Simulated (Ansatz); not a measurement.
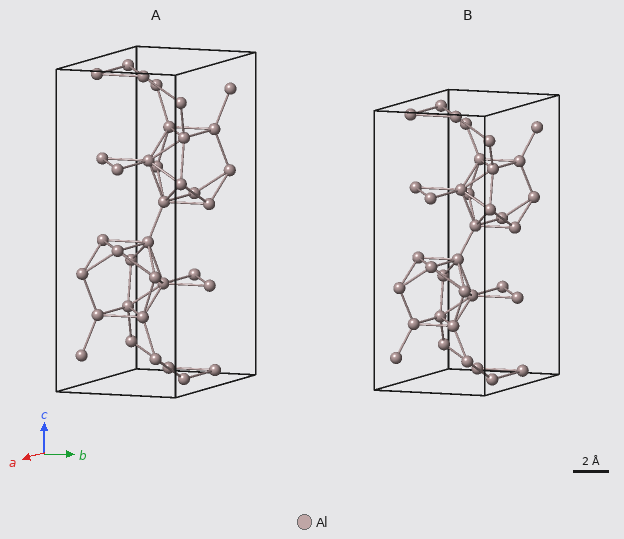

Two geometries of solid Al (built on the alpha-boron_166 type) (coarse preliminary run), drawn at one scale. One is the start of a relaxation, the other its converged end. Style: ball-and-stick. Shown: the conventional cell (3 times the calculation's cell), from a free direction. Lengths and directions refer to the drawn axes.

These are results of DFT PBE, scalar-relativistic, plane waves, PAW (Ansatz 0.2.0), not measurements. Settings: plane-wave cutoff 420 eV; k-point mesh 3 × 3 × 3; occupations gaussian; smearing width 0.1 eV; no spin polarisation; cell and atoms relaxed; force threshold 0.04 eV/Å; at most 70 steps.

Q: Which of the two is the end point?

A: Structure A is the relaxed one. Case: alpha-boron type (R-3m, No. 166). The largest moves relative to the cell, 0.10 Å, are those of Al atoms. The volume changes by +33.7 %, with a = b 6.580 → 7.082 Å (+7.6 %), c 16.832 → 19.433 Å (+15.5 %). Among the contacts that change: Al–Al 2.346 → 2.683 Å, Al–Al 2.236 → 2.556 Å, Al–Al 2.409 → 2.727 Å, Al–Al 2.388 → 2.688 Å. Among the angles between lasting bonds that change: Al–Al–Al 129.2° → 136.8°, Al–Al–Al 115.0° → 109.6°. The space group stays R-3m (No. 166). Over 4 accepted moves (5 points after the start) the energy falls by 7.320 eV per cell of the calculation. Largest force component: 3.2 eV/Å at the start, 0.037 eV/Å at the end. The pressure goes from 34.46 to 0.32 GPa. At 1 point the geometry stayed and the basis and grid were re-selected for the new cell (energy shift of 0.103 eV per cell of the calculation at most each time).
